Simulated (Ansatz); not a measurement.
# What a change does: band-structure calculation on Sn

System: Sn (Fd-3m, 2 atoms in the cell).
Method of run 1: DFT, PBEsol, all-electron LAPW, scalar-relativistic, no spin polarisation (Ansatz 0.2.0).

The structure derives from an entry of the Crystallography Open Database. Its volume is 0.96 times that of the source entry. Text and figures count atoms from 1; the logs count them from 0 in places.

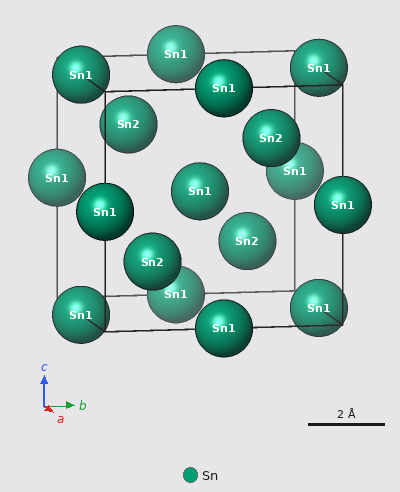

**Figure 1.** The structure as given in the input (spheres-only view of the cell 4 times as large as that of the calculation, set on its symmetry axes, seen slightly off an axis; atoms are numbered from 1 in the order of the input).

### Input file, run 1
```yaml
crystal:
  lattice:
    - [0.0, 3.2017351634, 3.2017351634]
    - [3.2017351634, 0.0, 3.2017351634]
    - [3.2017351634, 3.2017351634, 0.0]
  atoms:
    - { symbol: Sn, position: [0.5, 0.5, 0.5] }
    - { symbol: Sn, position: [0.75, 0.75, 0.75] }
kpoints:
  mp_grid: { grid: [11, 11, 11] }
  band_path:
    path:
      - [0.0, 0.0, 0.0]
      - [0.5, 0.0, 0.5]
      - [0.625, 0.25, 0.625]
      - [0.375, 0.375, 0.75]
      - [0.0, 0.0, 0.0]
      - [0.5, 0.5, 0.5]
      - [0.5, 0.25, 0.75]
      - [0.5, 0.0, 0.5]
    npoints: 5
scf:
  occupations: { method: fermi_dirac, width: 0.05 }
hamiltonian:
  xc: pbesol
  pseudopotentials: { kind: all_electron, lapw: { basis_error: 0.001 } }
output:
  forces: true
  stress: true
  eigenvalues: true
```

Command:
```bash
ansatz run input.yaml --threads 1 --pin off --max-ram 3072MiB --backend cpu --events-out ev --progress --plain --runs-dir out
```

Hardware: 1 thread of Arm Neoverse V2, 24 GiB of memory available, shared host.

### Output, shortened to warnings, some set-up lines, iterations and results (run 1)
```
Basis set: ecut = 263.11045402270315 eV, 609 PW (Γ), exchange–correlation at level 2
Symmetry: 48 space group operations
k-points: 56 of 1331
Initial density: superposition of atomic densities (chi_scale 0.1, normalization cell)
[...]
SCF iter   1: F=—  HF=-336030.048055 eV  |F-HF|=—  |Δ(HF+E_count)|=         —  Δρ=1.92e-2  dr2=2.99e-1  ethr=6.75e-4  ⟨swp⟩=2.8  Hψ=9758  notcnv=0
SCF iter   2: F=—  HF=-336029.973904 eV  |F-HF|=—  |Δ(HF+E_count)|=   7.42e-2  Δρ=8.34e-3  dr2=5.46e-2  ethr=6.75e-4  ⟨swp⟩=2.0  Hψ=4477  notcnv=0
SCF iter   3: F=—  HF=-336029.964440 eV  |F-HF|=—  |Δ(HF+E_count)|=   9.46e-3  Δρ=7.03e-4  dr2=2.09e-4  ethr=4.65e-7  ⟨swp⟩=3.0  Hψ=7713  notcnv=0
SCF iter   4: F=—  HF=-336029.963438 eV  |F-HF|=—  |Δ(HF+E_count)|=         —  Δρ=2.29e-4  dr2=2.49e-5  ethr=4.65e-7  ⟨swp⟩=3.0  Hψ=4304  notcnv=0
SCF iter   5: F=—  HF=-336029.963461 eV  |F-HF|=—  |Δ(HF+E_count)|=   2.35e-5  Δρ=3.37e-5  dr2=6.69e-7  ethr=5.66e-8  ⟨swp⟩=3.0  Hψ=4371  notcnv=0
SCF iter   6: F=-336029.963462 eV  HF=-336029.963462 eV  |F-HF|=1.63e-8  |Δ(HF+E_count)|=   1.22e-6  Δρ=3.75e-6  dr2=9.19e-9  ethr=1.52e-9  ⟨swp⟩=3.0  Hψ=4429  notcnv=0
SCF 1 converged in 6 iterations: F = -336029.963462 eV  dr2 = 9.19e-9
NSCF: frozen V_eff on 36 k-points
SCF converged after 6 iterations
Free energy (F): -336029.963462 eV
Harris-Foulkes:  -336029.963462 eV  (|F-HF|=1.63e-8)
Internal energy: -336029.962084 eV  (E = F + TS)
E sigma→0 (E₀):  -336029.962773 eV
Entropy (-TS):   -0.001378 eV (-0.689 meV/atom)
Fermi energy:    10.657266 eV
--- Per-component energies (eV) ---
  E_band       = -1539.187425
  E_kinetic    = 353385.891976
  E_xc         = -8845.332648
  E_electrostatic = -680570.521412  (all electrons and nuclei)
  E_smearing   = -0.001378  (= −TS)
  E_closure    = 0.000000  (closes the sum)
  E_atoms      = -336021.595641  (free atoms, spherical and without spin; not in F)
  Σ components = -336029.963462   (vs F -336029.963462, Δ=0.00e0)
  Basis errors (estimates in eV, not in F): energy 4.2e-4 per atom: plane waves 3.9e-4 (2.3e-4 summed), levels above the bands 2.2e-56, relativity 1.0e-8, radial functions 3.4e-5, core shells 6.0e-8; eigenvalues (radial functions only) 4.0e-7; not estimated: angular momenta, meshes, grids; target …
--- Forces (eV/Å), atoms counted from 1 ---
  atom   1  Sn     0.00000000     0.00000000     0.00000000
  atom   2  Sn     0.00000000     0.00000000     0.00000000
  max |Σ_I F_I| component: 8.67e-19 eV/Å
--- Stress (GPa, compression-positive) ---
        3.067738      -0.000000      -0.000000
       -0.000000       3.067738       0.000000
       -0.000000       0.000000       3.067738
  P = ⅓ Tr σ = 3.0677 GPa (30.677 kbar)
```

The input of run 2 differs as follows (lines with − go, lines with + come):
```diff
-    - [0.0, 3.2017351634, 3.2017351634]
-    - [3.2017351634, 0.0, 3.2017351634]
-    - [3.2017351634, 3.2017351634, 0.0]
+    - [0.0, 3.2347450694, 3.2347450694]
+    - [3.2347450694, 0.0, 3.2347450694]
+    - [3.2347450694, 3.2347450694, 0.0]
```

How does run 2 compare with run 1?

With the same functional and potentials, run 2 lies 14.4 meV per atom lower. The pressure goes from 3.07 to 1.47 GPa. The volume per atom goes from 32.82 to 33.85 Å³. The cell is scaled evenly with the atoms at fixed fractional positions, so −ΔP/Δ ln V estimates the bulk modulus midway between the two volumes: about 52 GPa. The number of SCF iterations is the same.

### Output, shortened to warnings, some set-up lines, iterations and results (run 2)
```
Basis set: ecut = 256.5316171413848 eV, 609 PW (Γ), exchange–correlation at level 2
Symmetry: 48 space group operations
k-points: 56 of 1331
Initial density: superposition of atomic densities (chi_scale 0.1, normalization cell)
[...]
SCF iter   1: F=—  HF=-336030.070729 eV  |F-HF|=—  |Δ(HF+E_count)|=         —  Δρ=1.84e-2  dr2=2.85e-1  ethr=6.43e-4  ⟨swp⟩=2.8  Hψ=9754  notcnv=0
SCF iter   2: F=—  HF=-336030.001942 eV  |F-HF|=—  |Δ(HF+E_count)|=   6.88e-2  Δρ=8.04e-3  dr2=5.26e-2  ethr=6.43e-4  ⟨swp⟩=2.0  Hψ=4471  notcnv=0
SCF iter   3: F=—  HF=-336029.993145 eV  |F-HF|=—  |Δ(HF+E_count)|=   8.80e-3  Δρ=6.66e-4  dr2=1.96e-4  ethr=4.38e-7  ⟨swp⟩=3.0  Hψ=7711  notcnv=0
SCF iter   4: F=—  HF=-336029.992144 eV  |F-HF|=—  |Δ(HF+E_count)|=         —  Δρ=2.15e-4  dr2=2.29e-5  ethr=4.38e-7  ⟨swp⟩=3.0  Hψ=4305  notcnv=0
SCF iter   5: F=—  HF=-336029.992166 eV  |F-HF|=—  |Δ(HF+E_count)|=   2.28e-5  Δρ=3.17e-5  dr2=6.26e-7  ethr=5.21e-8  ⟨swp⟩=3.0  Hψ=4385  notcnv=0
SCF iter   6: F=-336029.992168 eV  HF=-336029.992168 eV  |F-HF|=1.60e-8  |Δ(HF+E_count)|=   1.17e-6  Δρ=3.58e-6  dr2=8.86e-9  ethr=1.42e-9  ⟨swp⟩=3.0  Hψ=4430  notcnv=0
SCF 1 converged in 6 iterations: F = -336029.992168 eV  dr2 = 8.86e-9
NSCF: frozen V_eff on 36 k-points
SCF converged after 6 iterations
Free energy (F): -336029.992168 eV
Harris-Foulkes:  -336029.992168 eV  (|F-HF|=1.60e-8)
Internal energy: -336029.990426 eV  (E = F + TS)
E sigma→0 (E₀):  -336029.991297 eV
Entropy (-TS):   -0.001742 eV (-0.871 meV/atom)
Fermi energy:    10.156661 eV
--- Per-component energies (eV) ---
  E_band       = -1557.670752
  E_kinetic    = 353384.049872
  E_xc         = -8844.856775
  E_electrostatic = -680569.183522  (all electrons and nuclei)
  E_smearing   = -0.001742  (= −TS)
  E_closure    = 0.000000  (closes the sum)
  E_atoms      = -336021.595641  (free atoms, spherical and without spin; not in F)
  Σ components = -336029.992168   (vs F -336029.992168, Δ=0.00e0)
  Basis errors (estimates in eV, not in F): energy 4.3e-4 per atom: plane waves 3.9e-4 (2.3e-4 summed), levels above the bands 3.8e-56, relativity 1.0e-8, radial functions 3.4e-5, core shells 4.4e-8; eigenvalues (radial functions only) 3.7e-7; not estimated: angular momenta, meshes, grids; target …
--- Forces (eV/Å), atoms counted from 1 ---
  atom   1  Sn    -0.00000000    -0.00000000     0.00000000
  atom   2  Sn    -0.00000000    -0.00000000     0.00000000
  max |Σ_I F_I| component: 1.73e-18 eV/Å
--- Stress (GPa, compression-positive) ---
        1.468087      -0.000000       0.000000
       -0.000000       1.468087      -0.000000
        0.000000      -0.000000       1.468087
  P = ⅓ Tr σ = 1.4681 GPa (14.681 kbar)
```

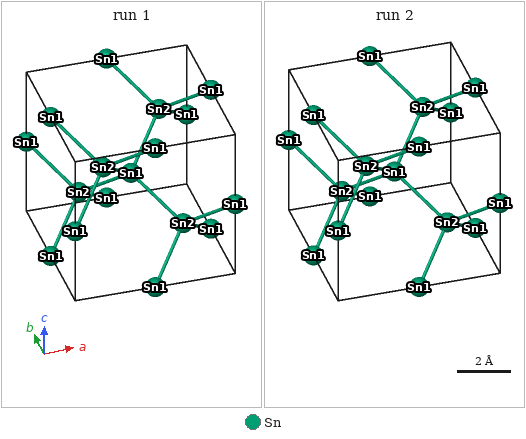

**Figure 2.** The two input geometries at one scale (ball-and-stick view of the cell 4 times as large as that of the calculation, set on its symmetry axes, seen at an oblique angle). The atoms keep their places relative to the cell (all moves are under 0.005 Å). Cell: a = b = c 6.403 → 6.469 Å (+1.0 %). Volume +3.1 %. Among the contacts that change: Sn1–Sn2 2.773 → 2.801 Å.

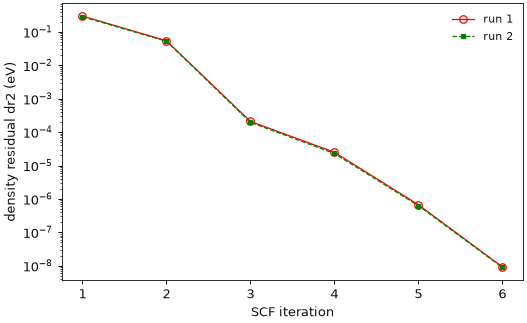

**Figure 3.** Convergence of the two runs: density residual dr2 against the SCF iteration. Run 1 takes 6 iterations in all, and run 2 takes 6.

### The two runs side by side

| quantity | run 1 | run 2 |
| --- | --- | --- |
| outcome | converged | converged |
| free energy per atom (eV) | −168014.9817 | −168014.9961 |
| energy per atom, smearing taken to zero (eV) | −168014.9814 | −168014.9956 |
| pressure (GPa) | 3.07 | 1.47 |
| volume per atom (Å³) | 32.82 | 33.85 |
| largest force (eV/Å) | 0.000 | 0.000 |
| SCF iterations | 6 | 6 |
| irreducible k-points | 56 | 56 |
| plane waves at Γ | 609 | 609 |
| wall time (shared host) | 19 s | 18 s |
